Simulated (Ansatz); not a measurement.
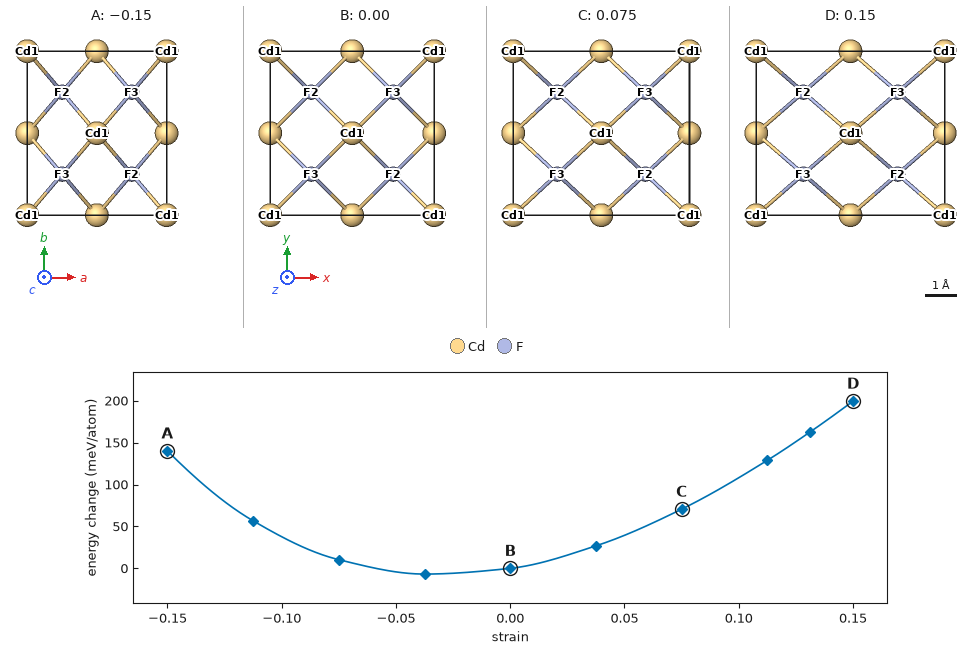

Energy scan for crystalline CdF₂ (Fm-3m), in which the cell is strained along x alone, with the atoms kept at their fractional coordinates. x, y and z are the Cartesian axes of the input. The lettered frames are marked on the plot. The picture is a ball-and-stick view of the conventional cell (4 times the calculation's cell), seen along the c axis. Lengths and directions refer to the drawn axes.

Computed with DFT LDA, scalar-relativistic, plane waves, PAW (Ansatz). Settings: plane-wave cutoff 420 eV; k-point mesh 8 × 8 × 8; occupations gaussian; smearing width 0.05 eV; no spin polarisation. Energies (free energies at the smearing named) are counted from the cell as listed in its source, which wasn't relaxed.

> What does the scan show?

Of the computed points the lowest is at the strain −0.0375, −6.8 meV/atom. The unrelaxed reference is under a pressure of −5.7 GPa, which tilts the curve. The distortion takes the space group from Fm-3m to I4/mmm. At the strain −0.15 the cell of the drawing goes a 5.388 → 4.580 Å.
